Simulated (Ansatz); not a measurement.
System: KBr, space group Fm-3m (No. 225) (one of a set of cubic test structures, which need not be the stable phase).

How it was computed, with Ansatz 0.2.0 development build: equation of state of a cubic crystal from periodic Kohn-Sham density functional theory without spin, third-order Birch-Murnaghan fit to the free energies; pressure corrected for the finite basis. Level: HSE06.

| setting | value |
| --- | --- |
| structure type | rock salt |
| atoms in cell | 2 |
| space group number | 225 |
| lattice centring | face-centred primitive |
| k mesh | 4×4×4 |
| occupation method | Fermi–Dirac |
| occupation width | 0.05 eV |
| wave cutoff | 700 eV |
| datasets | hard PAW |
| density tolerance | 0 eV |
| bands | 17 |
| density cutoff ratio | 4 |
| search for lower states | default |
| exchange singularity | regularized |

What does the calculation give for the energy above the lowest point and pressure against volume? The volume takes the values 34.59, 35.72, 36.84, 37.97, 39.10 Å³/atom.

A third-order Birch–Murnaghan fit gives V0 = 37.02 Å³/atom, B0 = 14.2 GPa and B′ = 4.9. The energy above the lowest point is 8.11 meV/atom at volume 34.59 Å³/atom and 4.59 meV/atom at 39.10 Å³/atom; the lowest computed point is at volume 36.84 Å³/atom (0.00 meV/atom). The pressure falls from 1.145 GPa at volume 34.59 Å³/atom to −0.680 GPa at 39.10 Å³/atom, and changes sign near 37.0 Å³/atom.

```
volume (Å³/atom)  energy above the lowest point (meV/atom)  pressure (GPa)
           34.59                                      8.11           1.145
           35.72                                      2.17           0.560
           36.84                                      0.00           0.070
           37.97                                      0.98          -0.340
           39.10                                      4.59          -0.680
```

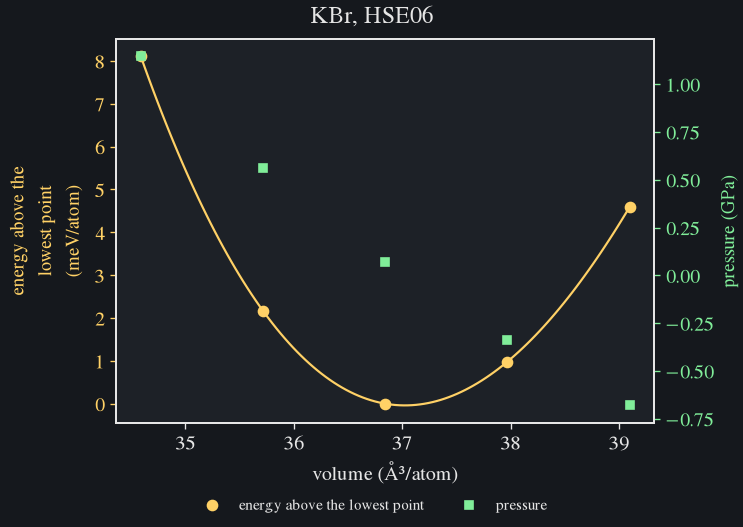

Caveats: pseudopotentials made with PBE, not this functional.
